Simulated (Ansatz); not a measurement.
# Which site? Si in place of C in C(111) slab, H on both faces (224 atoms), part 2 of 3

At which site of C(111) slab, H on both faces (224 atoms) does Si in place of C cost least, and what about the site decides it?

Ansatz 0.2.0; Kohn-Sham DFT, PBEsol, PAW (set soft_2), plane waves.

The cell: 192 C and 32 H. Sampling is at Γ alone, for a cell whose shortest periodic width is 9 Å.

So far. Step 2 (Single point at the start): The r.m.s. force at the start is 1.0 eV/Å. Step 3 (Relaxation): The relaxation converged after 4 steps, 6.09 eV below its start, with a largest force component of 0.026 eV/Å.

## Step 4: Single point at the relaxed geometry

The electronic structure is read at the final geometry, in a run of its own.

input.yaml

```yaml
crystal:
  lattice:
    - [10.089, 0.0, 0.0]
    - [-5.0445, 8.73733, 0.0]
    - [0.0, 0.0, 24.99189]
  atoms:
    - { symbol: C, position: [0.33346, 0.91664, 0.30503] }
    - { symbol: C, position: [0.25012, 2.0e-05, 0.28579] }
    - { symbol: C, position: [0.16678, 0.83328, 0.38725] }
    - { symbol: C, position: [0.33345, 0.91664, 0.36687] }
    - { symbol: C, position: [0.25015, 0.99998, 0.46919] }
    - { symbol: C, position: [0.16681, 0.83332, 0.4488] }
    [... 212 atom lines left out ...]
    - { symbol: H, position: [0.74991, 0.24991, 0.24119] }
    - { symbol: H, position: [0.74998, 0.24997, 0.75869] }
    - { symbol: H, position: [0.00044, 0.50017, 0.2412] }
    - { symbol: H, position: [9.0e-05, 0.49989, 0.75873] }
    - { symbol: H, position: [0.00012, 0.25004, 0.2412] }
    - { symbol: H, position: [0.00022, 0.24992, 0.75871] }
kpoints:
  mp_grid: { grid: [1, 1, 1] }
hamiltonian:
  xc: pbesol
scf:
  occupations: { method: fermi_dirac, width: 0.05 }
output:
  forces: true
  populations: true
  dos:
    method: { smearing: { sigma: 0.15 } }
    de: 0.1
    projected:
      site_lists:
        C: [C]
        H: [H]
        hydrogen: [192, 193, 194, 195, 196, 197, 198, 199, 200, 201, 202, 203, 204, 205, 206, 207, 208, 209, 210, 211, 212, 213, 214, 215, 216, 217, 218, 219, 220, 221, 222, 223]
  eigenvalues: true
  write_density: true
  write_potential: true
  volumetric_format: npy
```

On the command line:

```bash
$ ansatz run input.yaml --threads 4 --pin off --max-ram 15872MiB --backend cpu --events-out ev --progress --plain --runs-dir out
```

Numbers of over 12 decimals in the logs are rounded to 6 here.

Output:

```text
[...]
Crystal: 224 atoms, lattice volume = 2203.058 Å³
Basis set: ecut = 420 eV, 43055 PW (Γ), exchange–correlation on 144×144×360 points (8 copies of the dense FFT grid, shifted against one another)
Bands: 624, of which v1, the nominal top of the filled ones, is band 400 counted from 1 (399 counted from 0)
Symmetry: 1 space group operations
[...]
k-points: 1
[...]
SCF iter   1: F=—  HF=-47863.593116 eV  |F-HF|=—  |Δ(HF+E_count)|=         —  Δρ=4.22e-3  dr2=1.72e0  ethr=1.77e-3  ⟨swp⟩=7.0  Hψ=3296  notcnv=0  defer=149
[...]
SCF iter   8: F=-47863.267277 eV  HF=-47863.267277 eV  |F-HF|=3.47e-8  |Δ(HF+E_count)|=   9.30e-8  Δρ=1.51e-6  dr2=8.75e-8  ethr=1.25e-11  ⟨swp⟩=29.0  Hψ=8471  notcnv=0
SCF 1 converged in 8 iterations: F = -47863.267277 eV  dr2 = 8.75e-8
[...]
WARN: The output density's exchange-correlation potential varies sharply where the density is thin. Do not read a vacuum level from v_tot or v_xc, or from such a field of the output density. On a cell that repeats whose density bears no net charge and no dipole along the vacuum's axis use v_es (v_loc + v_h of the components); [...]
SCF converged after 8 iterations
Free energy (F): -47863.267277 eV
[...]
Internal energy: -47863.267277 eV  (E = F + TS)
E sigma→0 (E₀):  -47863.267277 eV
Fermi energy:    6.303074 eV
[...]
--- Forces (eV/Å), atoms counted from 1 ---
  atom   1  C     -0.00212447     0.00424777    -0.00206416
  atom   2  C      0.00678068    -0.00763182     0.00764324
  atom   3  C      0.00627494     0.01019752    -0.01077020
  atom   4  C      0.00323956    -0.00422285     0.01001089
  atom   5  C     -0.00089705     0.00099876    -0.00326547
  atom   6  C      0.00847626    -0.00913868     0.01029501
  atom   7  C      0.00400556     0.00379199    -0.01141606
  atom   8  C      0.00370939     0.00355069    -0.00728462
  atom   9  C      0.01373758     0.00973237     0.02460293
  atom  10  C     -0.01212310     0.00815930    -0.01679004
  atom  11  C      0.00198397     0.00511886     0.00294400
  atom  12  C      0.00303471    -0.01001815     0.00050960
  atom  13  C     -0.00459099     0.00609227     0.00925727
  atom  14  C      0.00542364     0.00262614    -0.02771752
[...]
atom 223  H      0.00337007     0.00211112     0.01385825
  atom 224  H     -0.00391602     0.00301962    -0.00762071
  max |Σ_I F_I| component: 4.10e-5 eV/Å
--- Band table (eV) ---
[...]
--- Löwdin populations: 224 sites ---
  site symbol       q [e]
     0      C      3.9623
     1      C      4.1354
     2      C      3.9883
[...]
223      H      0.8513
  spilling = 0.003985 (of n_electrons = 800.000000)
```

The job ended after 65 s (4 threads of Intel Xeon Platinum 8259CL at 2.50GHz (Skylake/Cascade Lake), shared host; peak memory 3.6 GiB).

The program notes that the exchange-correlation potential is rough where the density is thin.

Read from the output:

```yaml
free_energy: -47863.2673 eV
free_energy_per_atom: -213.6753 eV/atom
scf_cycles: 8
r_m_s_force_component: 0.00917 eV/Å
longest_force: 0.03346 eV/Å
fermi_energy: 6.303 eV
spacing_of_highest_filled_and_lowest_empty_level: 2.781 eV
potential_in_mid_vacuum_over_the_fermi_level: 2.147 eV
potential_4p5_a_over_the_upper_face: 2.15 eV
potential_4p5_a_under_the_lower_face: 2.15 eV
spilling_of_the_projection: 0.003985
```

Löwdin charges by element (they lack the spilled electrons, 0.014 e an atom on average):

```
element  coordination  atoms  mean charge (e)  spread   least    most
      C           all    192          -0.0082  0.0576  -0.135  0.0378
      H           all     32            0.149  1.0e-4   0.148   0.149
```

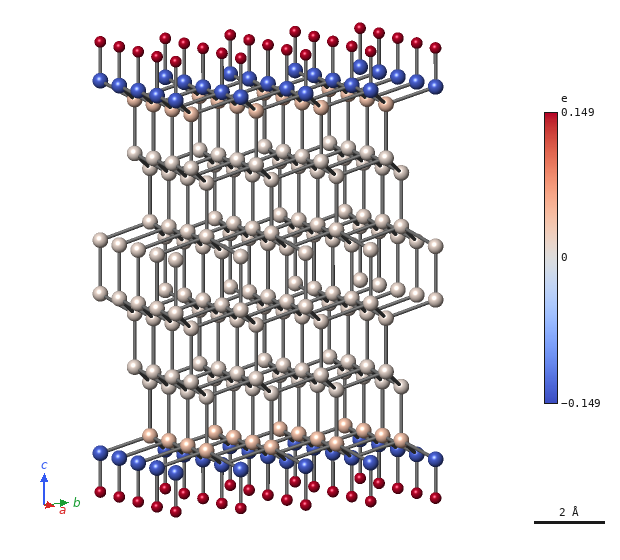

Atoms coloured by Löwdin charge. Some periodic images of atoms are drawn too.

By region:

```
  region  atoms  mean length of the force (eV/Å)
    slab    192                            0.015
hydrogen     32                            0.013
```

Density of states as counts of states in windows of 1 eV (from the Fermi level), total and the larger projections:

```
from (eV)  to (eV)  total   C p   C s  H s  hydrogen
      -10       -9   55.2  46.7   6.0  2.3       2.3
       -9       -8   72.3  61.3   8.4  2.3       2.3
       -8       -7   77.7  66.3   7.5  3.6       3.6
       -7       -6   60.1  54.7   2.3  3.0       3.0
       -6       -5   84.1  75.9   3.1  4.9       4.9
       -5       -4   51.9  49.7   0.4  1.6       1.6
       -4       -3   42.6  40.4   0.6  1.5       1.5
       -3       -2   17.5  16.9   0.2  0.4       0.4
       -2       -1    8.3   8.1   0.0  0.2       0.2
       -1        1    0.0   0.0   0.0  0.0       0.0
        1        2    4.0   0.6   0.1  0.7       0.7
        2        3   25.8   4.4   2.7  6.2       6.2
        3        4   29.8  13.0  10.0  0.6       0.6
        4        5   60.3  24.1  11.5  3.1       3.1
```

Between -23 and -10 eV lie 330 more states.

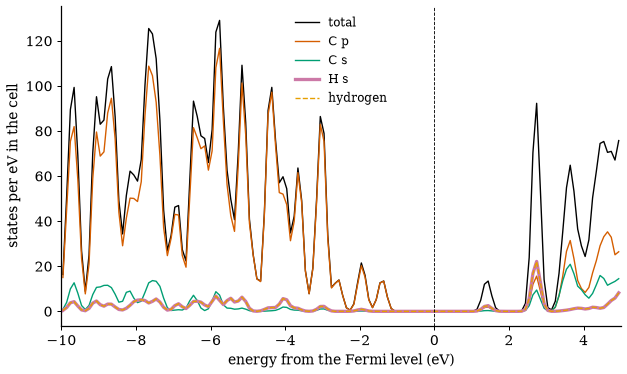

Total and projected density of states, with the broadening of the input.

The levels nearest the highest filled one (over half full), pooled over k-points and spins:

```
level less the highest filled one (eV)  occupation
                                 -1.19           2
                                -0.561           2
                                -0.536           2
                                -0.536           2
                               -4.0e-4           2
                                     0           2
                                  2.78           0
                                  2.83           0
                                  4.11           0
                                  4.11           0
                                  4.11           0
                                  4.11           0
```

Planar average of the electrostatic potential energy along the normal, with the Fermi level as zero, after a running mean with a triangular window 4 Å wide at its base:

```
height (Å)  potential energy (eV)
       0.0                   2.15
       1.0                   2.15
       1.9                   2.15
       2.9                   2.14
       4.0                   1.95
       5.0                   0.76
       6.0                  -3.91
       6.9                  -9.63
       7.9                 -12.33
       8.9                 -12.47
      10.0                 -12.45
      11.0                 -12.45
      11.9                 -12.45
      12.9                 -12.45
      13.9                 -12.45
      14.9                 -12.45
      16.0                 -12.47
      16.9                 -12.38
      17.9                 -10.30
      18.9                  -4.76
      19.9                   0.38
      20.8                   1.86
      21.9                   2.14
      22.9                   2.15
      23.9                   2.15
      24.9                   2.15
```

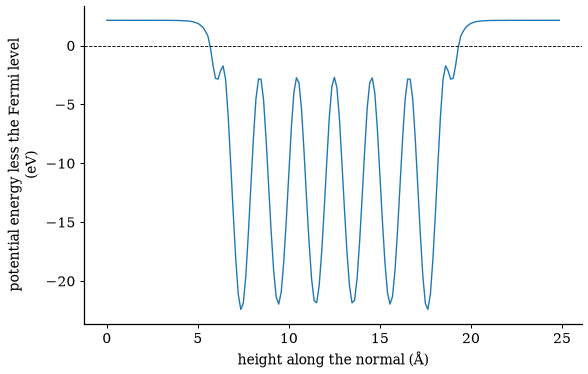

Planar average of the electrostatic potential energy; the dashed line is the Fermi level.

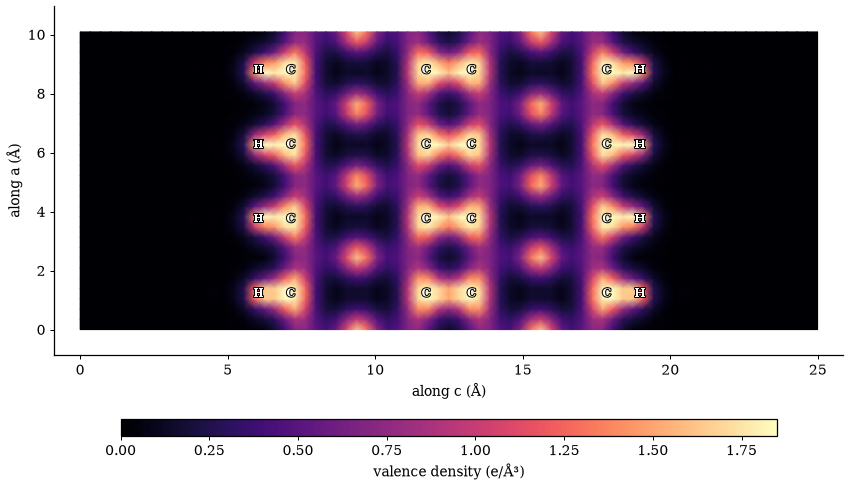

Valence density in the ca plane at fractional y = 0.000, with atoms of C and H within 0.2 Å of it. It is the smooth field of the valence electrons, not physical close to the nuclei. The map starts off the cell's origin, so that atoms lie inside it.

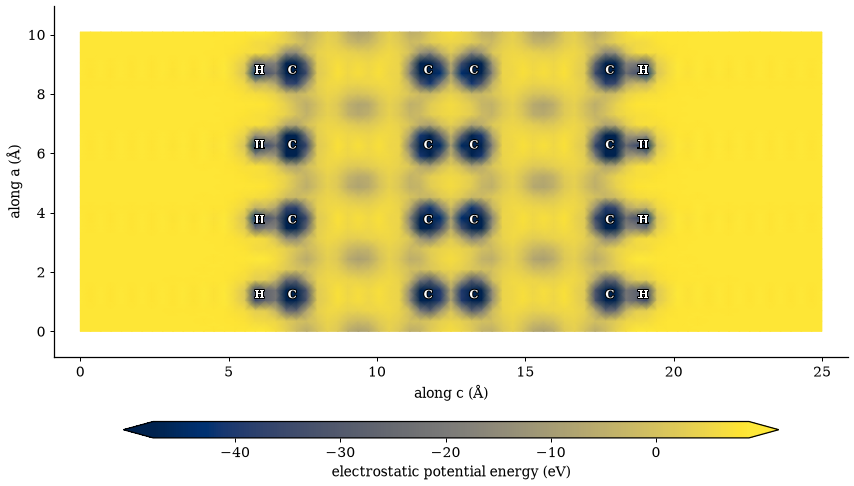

Electrostatic potential energy in the ca plane at fractional y = 0.000, with atoms of C and H within 0.2 Å of it. With pseudopotentials it is smooth inside the atoms' cores, unlike the true potential. The map starts off the cell's origin, so that atoms lie inside it.

Filled and empty levels are parted by 2.78 eV at Γ alone; the mesh holds the band edges only if they fold onto it, so the gap at this level can be narrower or closed, and states at the surface or the caps may set it. Mean Löwdin charges: C -0.01, H +0.15 e (they miss 0.40 % of the electrons, so they add up to more than the cell's charge). Charges this small depend on the projection, at times even in sign. The potential stands 3.55 eV above the highest filled level over the upper face and 3.55 eV under the lower one, a reading of the ionisation potential at this level on the run's k-points.

## Step 5: Si on a site of C, site C12

The site has 4 bonded neighbours (C4) at 1.54 Å on average, by cutoffs that count no bonds between two metal atoms or like ions, in the slab. The change is made in the relaxed cell and the atoms are relaxed again, with spin allowed.

input.yaml

```yaml
crystal:
  lattice:
    - [10.089, 0.0, 0.0]
    - [-5.0445, 8.73733, 0.0]
    - [0.0, 0.0, 24.99189]
  atoms:
    [... atom lines 1 to 8 left out ...]
    - { symbol: C, position: [0.16679, 0.83329, 0.633], spin: 0.6 }
    - { symbol: C, position: [0.3335, 0.9166, 0.6127] }
    - { symbol: C, position: [0.25015, 0.99999, 0.71412], spin: 0.6 }
    - { symbol: Si, position: [0.16683, 0.83335, 0.69485], spin: 0.6 }
    - { symbol: C, position: [0.33347, 0.66662, 0.30503] }
    - { symbol: C, position: [0.25009, 0.74995, 0.28581] }
    - { symbol: C, position: [0.16681, 0.58328, 0.38722] }
    [... atom lines 16 to 224 left out ...]
magnetization:
  spin_polarized: true
kpoints:
  mp_grid: { grid: [1, 1, 1] }
hamiltonian:
  xc: pbesol
scf:
  occupations: { method: fermi_dirac, width: 0.025 }
  lower_state_search: "off"
output:
  forces: true
  eigenvalues: true
relax:
  f_tol: 0.05
  max_steps: 90
```

Output:

```text
[...]
Crystal: 224 atoms, lattice volume = 2203.058 Å³
Basis set: ecut = 420 eV, 43055 PW (Γ), exchange–correlation on 144×144×360 points (8 copies of the dense FFT grid, shifted against one another)
Bands: 626, of which v1, the nominal top of the filled ones, is band 400 counted from 1 (399 counted from 0)
Symmetry: 1 space group operations
[...]
k-points: 1
[...]
Starting moments: Σ|m| = 3 μB on 5 of 224 sites
[...]
SCF iter   1: F=—  HF=-48304.783341 eV  |F-HF|=—  |Δ(HF+E_count)|=         —  Δρ=5.52e-2 (↑5.33e-2 ↓5.52e-2)  dr2=2.23e2  dr2_m=5.37e-1  M=0.000 μB ∫|m|=0.493 μB  β_m=0.30  ethr=3.10e-3  ⟨swp⟩=8.0  Hψ=6366  notcnv=0  defer=294
[...]
spin=Collinear: Resta preconditioning applied to the charge; magnetization (m = ρ↑ − ρ↓) channel mixes plain (no charge-response kernel on spin).
SCF iter   2: F=—  HF=-48262.647454 eV  |F-HF|=—  |Δ(HF+E_count)|=    4.21e1  Δρ=3.78e-2 (↑3.66e-2 ↓3.78e-2)  dr2=9.94e1  dr2_m=2.82e-1  M=0.000 μB ∫|m|=0.614 μB  β_m=0.30  ethr=3.10e-3  ⟨swp⟩=3.5  Hψ=2170  notcnv=0  defer=428
[...]
SCF iter   7: F=—  HF=-48229.382610 eV  |F-HF|=—  |Δ(HF+E_count)|=   1.74e-2  Δρ=9.20e-4 (↑7.22e-4 ↓9.20e-4)  dr2=1.07e-2  dr2_m=1.22e-2  M=0.000 μB ∫|m|=0.107 μB  β_m=0.30  ethr=2.02e-6  ⟨swp⟩=2.0  Hψ=2009  notcnv=0  defer=434
[...]
spin-set hold released at iteration 7 (site moments contracting): the magnetisation degrees of freedom join the quasi-Newton model from the next iteration; the mixer history was flushed
SCF iter   8: F=—  HF=-48229.386092 eV  |F-HF|=—  |Δ(HF+E_count)|=   3.48e-3  Δρ=6.44e-4 (↑5.53e-4 ↓6.44e-4)  dr2=2.32e-3  dr2_m=6.74e-3  M=0.000 μB ∫|m|=0.085 μB  β_m=0.58  ethr=1.34e-6  ⟨swp⟩=2.0  Hψ=1216  notcnv=0  defer=434
[...]
SCF iter  12: F=-48229.392538 eV  HF=-48229.392539 eV  |F-HF|=2.78e-7  |Δ(HF+E_count)|=   2.59e-6  Δρ=2.97e-6 (↑1.97e-6 ↓2.97e-6)  dr2=3.97e-7  dr2_m=5.89e-8  M=0.000 μB ∫|m|=0.001 μB  ethr=2.19e-10  ⟨swp⟩=4.0  Hψ=4870  notcnv=0
WARN: the starting moments were not kept: the SCF closed with an absolute magnetisation of 7.4e-4 μB, where they sum to 3 μB in size (5 sites). That is at most 0.1 of that sum. Measured as dr2_m measures the in/out step, that magnetisation stands 1.2e-8 eV from none, [...]
SCF 1 converged in 12 iterations: F = -48229.392538 eV  dr2 = 3.97e-7
[...]
relax step   1: F+E_penalty+E_count = -48229.39253843 eV  Δ(F+E_penalty+E_count) = +0.000e0 eV  max|allowed force component| = 1.288e1 eV/Å  Δτ_max = 0.0000 Å  (12 SCF iters, dr2 threshold 6.25e-5 eV, accepted)
[...]
relax step   2: F+E_penalty+E_count = -48233.67054398 eV  Δ(F+E_penalty+E_count) = -4.278e0 eV  max|allowed force component| = 5.549e0 eV/Å  Δτ_max = 0.1764 Å  (6 SCF iters, dr2 threshold 1.00e-4 eV, accepted)
[...]
relax step   3: F+E_penalty+E_count = -48235.04028436 eV  Δ(F+E_penalty+E_count) = -1.370e0 eV  max|allowed force component| = 1.216e0 eV/Å  Δτ_max = 0.1986 Å  (6 SCF iters, dr2 threshold 1.00e-4 eV, accepted)
[...]
relax step   4: F+E_penalty+E_count = -48235.16512386 eV  Δ(F+E_penalty+E_count) = -1.248e-1 eV  max|allowed force component| = 6.271e-1 eV/Å  Δτ_max = 0.1046 Å  (5 SCF iters, dr2 threshold 9.24e-5 eV, accepted)
[...]
relax step   5: F+E_penalty+E_count = -48235.18064269 eV  Δ(F+E_penalty+E_count) = -1.552e-2 eV  max|allowed force component| = 2.014e-1 eV/Å  Δτ_max = 0.0338 Å  (4 SCF iters, dr2 threshold 2.46e-5 eV, accepted)
[...]
relax step   6: F+E_penalty+E_count = -48235.18385250 eV  Δ(F+E_penalty+E_count) = -3.210e-3 eV  max|allowed force component| = 2.796e-2 eV/Å  Δτ_max = 0.0148 Å  (5 SCF iters, dr2 threshold 4.18e-6 eV, accepted)
[...]
relax step   7: F+E_penalty+E_count = -48235.18385252 eV  Δ(F+E_penalty+E_count) = -1.785e-8 eV  max|allowed force component| = 2.793e-2 eV/Å  Δτ_max = 0.0000 Å  (3 SCF iters, accepted)
SCF converged after 3 iterations
Magnetization: 0.0000 μB (400.0000 up, 400.0000 down)
Absolute magnetization: 0.0000 μB (∫|ρ↑−ρ↓|, with the PAW one-centre terms)
[...]
Per-site moments (μB) at R_I (Å): [(-2.0407034144320146e-9, 0.632606), (1.2243506380378016e-10, 0.459578), (-1.2040966822840158e-9, 0.635035), (1.7732674576945526e-9, 0.636222), (-3.670236928386496e-9, [...]
Free energy (F): -48235.183853 eV
[...]
Internal energy: -48235.183853 eV  (E = F + TS)
E sigma→0 (E₀):  -48235.183853 eV
Fermi energy:    6.339527 eV
[...]
--- Forces (eV/Å), atoms counted from 1 ---
  atom   1  C      0.00068735     0.00044586    -0.00004111
  atom   2  C     -0.00006847     0.00010448     0.00016732
  atom   3  C     -0.00007348     0.00000171     0.00076726
  atom   4  C     -0.00076963    -0.00045649     0.00053680
  atom   5  C     -0.00003435     0.00196798     0.00166174
  atom   6  C      0.00009528    -0.00001687     0.00077943
  atom   7  C      0.00398248     0.00226239     0.00315382
  atom   8  C      0.00007396    -0.00372777    -0.00290596
  atom   9  C      0.00002249    -0.00002260    -0.01717657
  atom  10  C     -0.00533057    -0.00297076     0.00236184
  atom  11  C     -0.00000769     0.02792666     0.01279893
  atom  12  Si     0.00021568     0.00019050    -0.01245856
  atom  13  C      0.00057241    -0.00031216     0.00009139
  atom  14  C      0.00015102    -0.00015612    -0.00029187
[...]
atom 223  H      0.00043239     0.00011804     0.00082949
  atom 224  H      0.00675490     0.00393573     0.00634944
  max |Σ_I F_I| component: 2.65e-5 eV/Å
--- Band table (eV) ---
[...]
--- Relaxed structure (7 steps of the walk, 7 accepted, 0 SCFs on fresh bases) ---
  F+E_penalty+E_count = -48235.18385252 eV   max|allowed force component| = 2.793e-2 eV/Å
  atoms:
    - { symbol: C, position: [0.333462, 0.916641, 0.304838] }
    - { symbol: C, position: [0.250139, -2.614990127622695e-5, 0.285581] }
    - { symbol: C, position: [0.166810, 0.833315, 0.387053] }
    - { symbol: C, position: [0.333456, 0.916638, 0.366677] }
[...]
- { symbol: H, position: [0.0017017, 0.250761, 0.758159] }
```

Wall time 9.9 min (4 threads); peak memory 6.4 GiB.

The program notes that starting moments were not kept.

The relaxation converged after 7 steps, 5.79 eV below its start, with a largest force component of 0.028 eV/Å.

The surroundings of the Si atom, after relaxation, nearest first, numbered as they follow in the input and with coordinates relative to it.

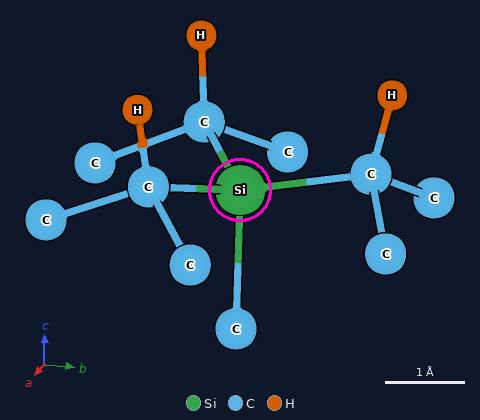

The atoms of the table, within 2.6 Å (arrows a, b, c point along x, y, z); some may hide others; the central atom is ringed.

```
atom      x      y      z  distance (Å)  bonds
Si12   0.00   0.00   0.00          0.00      4
 C23   1.48  -0.85   0.39          1.75      4
C155  -1.48  -0.85   0.39          1.75      4
 C11   0.00   1.71   0.39          1.75      4
  C9   0.00   0.00  -1.85          1.85      4
H196   1.69  -0.98   1.47          2.44      1
H194   0.00   1.95   1.47          2.44      1
H218  -1.69  -0.98   1.47          2.44      1
 C24   1.30  -2.22  -0.25          2.59      4
 C36   2.57  -0.01  -0.25          2.59      4
C132   1.28   2.24  -0.25          2.59      4
C156  -1.30  -2.22  -0.25          2.59      4
 C84  -1.28   2.24  -0.25          2.59      4
C120  -2.57  -0.01  -0.25          2.59      4
```

The column of bonds counts only the pairs C-C within 1.85 Å, C-H within 1.34 Å, C-Si within 2.27 Å; other neighbours, such as metal atoms beside each other in a compound, aren't counted, and periodic images can show an atom twice.

The largest move is 0.52 Å, by H196.

[end of part 2 of 3]

[Logs are printed without paths, hosts, clocks, repeated set-up lines and the standing remarks that a program may print on its own settings, such as how far it seeks lower states.]

[Hosts, paths, dates, database ids (printed as entryN), source tags and the programs' standing remarks are cut or masked in the printed files.]
